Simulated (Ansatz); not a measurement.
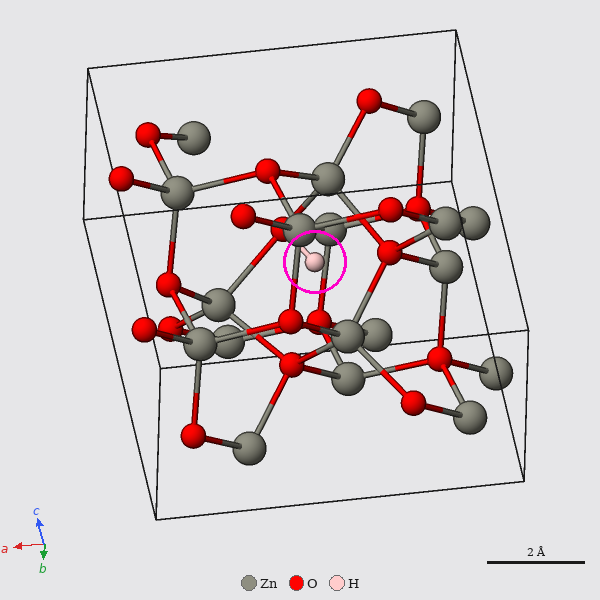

Shown here is a ball-and-stick view of the crystal, taken from a general direction. One supercell is outlined, and atoms on its boundary appear in each equivalent place. The host is ZnO, in a cell of 36 sites, and the cell carries a charge of +1. A ring marks the defect's site.

### Describe the defect.

An interstitial hydrogen atom. It is bonded to one O at about 1.0 Å.

The atoms were relaxed in the host's cell with Ansatz 0.2.0, DFT PBE, scalar-relativistic, plane waves, PAW.
